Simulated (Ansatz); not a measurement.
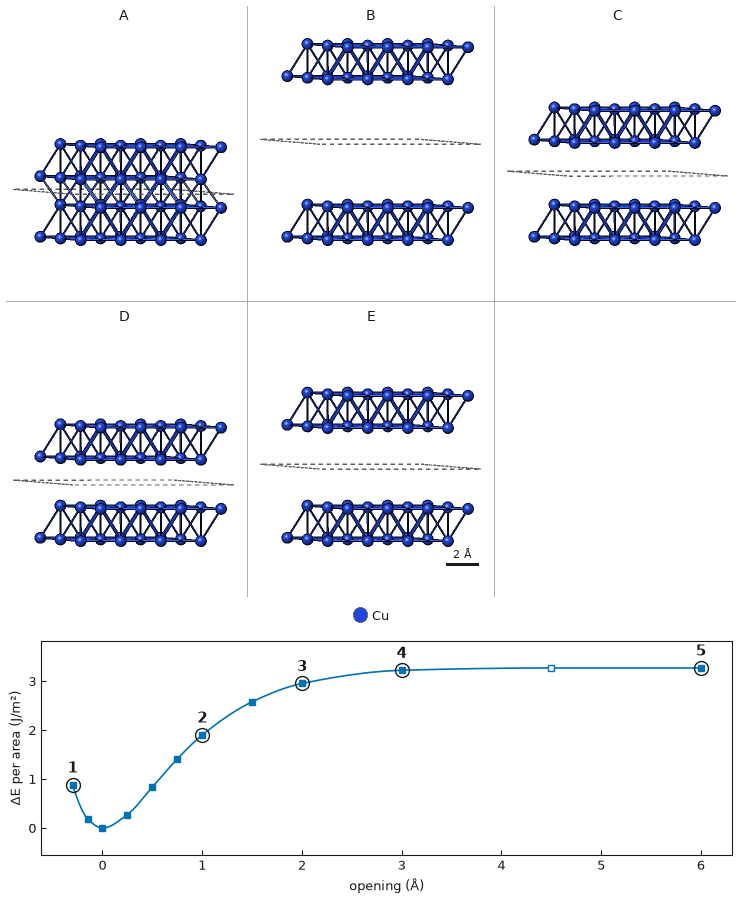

Crystalline Cu (P6_3/mmc): the crystal is pulled apart rigidly along the normal of the (0 0 1) plane of the conventional cell, at a cut between a plane of Cu below and one of Cu above, 2.06 Å apart. One cut stands in each cell, which starts 12.3 Å high; nothing is relaxed, and the dashed outline marks the cut. The frames are shuffled; the numbered points of the plot belong to them. Hollow markers are points alike by symmetry, not computed again. The picture is a ball-and-stick view of the layers on both sides of the cut, seen from the side, nearly along the cut plane.

Computed with DFT PBEsol, scalar-relativistic, plane waves, PAW in Ansatz 0.2.0. Set-up: plane-wave cutoff 420 eV; k-point mesh 27 × 27 × 5; occupations gaussian; smearing width 0.15 eV; no spin polarisation. Energies (free energies at the smearing named) are counted from the relaxed crystal.

> Which frame belongs to which numbered point?

Point 1 is frame A (the opening −0.30 Å, 0.882 J/m²); 2 is frame D (the opening 1.00 Å, 1.902 J/m²); 3 is frame C (the opening 2.00 Å, 2.955 J/m²); 4 is frame E (the opening 3.00 Å, 3.224 J/m²); 5 is frame B (the opening 6.00 Å, 3.272 J/m²). At the widest opening, 6.00 Å, the energy has risen by 3.272 J/m², where the curve has levelled off: this is the ideal work of separation, the sum of the two unrelaxed surface energies of a slab 12.3 Å thick. The steepest rise lies between 0.50 Å and 0.75 Å, with a mean traction of about 23 GPa. Pressing the cut together by 0.30 Å costs 0.882 J/m².
